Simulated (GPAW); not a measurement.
## AlN (F-43m): how ε∞ follows the gap

The empty bands of AlN (F-43m) are shifted up rigidly by Δ, and ε∞ is computed for each shift.

Cell: a, b, c = 3.089, 3.089, 3.089 Å (primitive vectors), 2 atoms.

Method: GPAW 26.7.0, PBE, RPA, k-mesh 16×16×16, local fields up to 70 eV, Lorentzian half width 0.12 eV.

Launch of the response step: `OMP_NUM_THREADS=1 python df.py`. The series took 83 s in all, its band step included, on 1 thread of Arm Neoverse V1, on a shared host.

| Δ (eV) | ε∞ |
| --- | --- |
| 0.00 | 4.362 |
| 0.25 | 4.270 |
| 0.50 | ? |
| 0.75 | 4.103 |
| 1.00 | 4.026 |
| 1.50 | 3.885 |
| 2.00 | 3.758 |
| 3.00 | 3.536 |

With one effective transition at E₀ and fixed dipole strength, ε∞ − 1 = A/(E₀ + Δ), so 1/(ε∞ − 1) is linear in Δ.

Working, on the rows shown:

| x = Δ (eV) | y = 1/(ε∞ − 1) |
| --- | --- |
| 0 | 0.297442 |
| 0.25 | 0.30581 |
| 0.75 | 0.322269 |
| 1 | 0.330469 |
| 1.5 | 0.34662 |
| 2 | 0.362582 |
| 3 | 0.394322 |

Means: x̄ = 1.2143, ȳ = 0.33707. Σ(x − x̄)(y − ȳ) = 0.2116, Σ(x − x̄)² = 6.554. Slope = 0.2116 / 6.554 = 0.03228; intercept = ȳ − slope · x̄ = 0.29787. Turned back into ε∞, the line misses the rows shown by at most 0.0049.

**Question.** What does the fit predict for the withheld row, and how well does it do?

**Answer.** At x = 0.5 the line gives y = 0.31402, that is 4.185. The run gave 4.184, so the interpolation is off by 0.00056, 0.1 % of the range in the table.

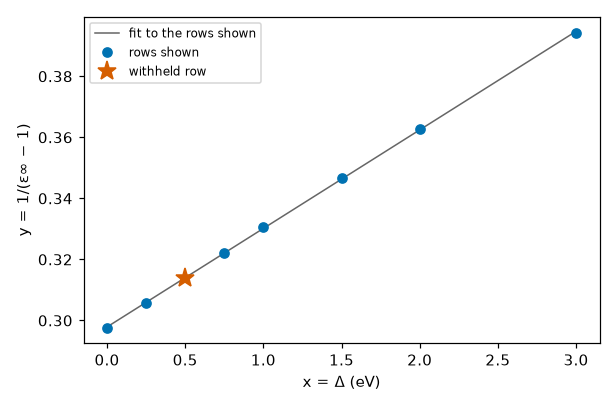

Refitted with all rows, the slope is 0.03228 and the intercept 0.29789. These give E₀ = intercept/slope = 9.2 eV, far above the least direct gap of 4.15 eV: most of the screening comes from transitions well over the edge. Over the first step ε∞ falls by 8 % per eV. Excitons are left out; PBE gaps are as a rule too small. The values come from a sum over the points of one k-mesh and carry its error, which grows as the direct gap shrinks. The local-field cutoff holds few shells of reciprocal vectors for this small cell, so ε∞ can read a few per cent high.
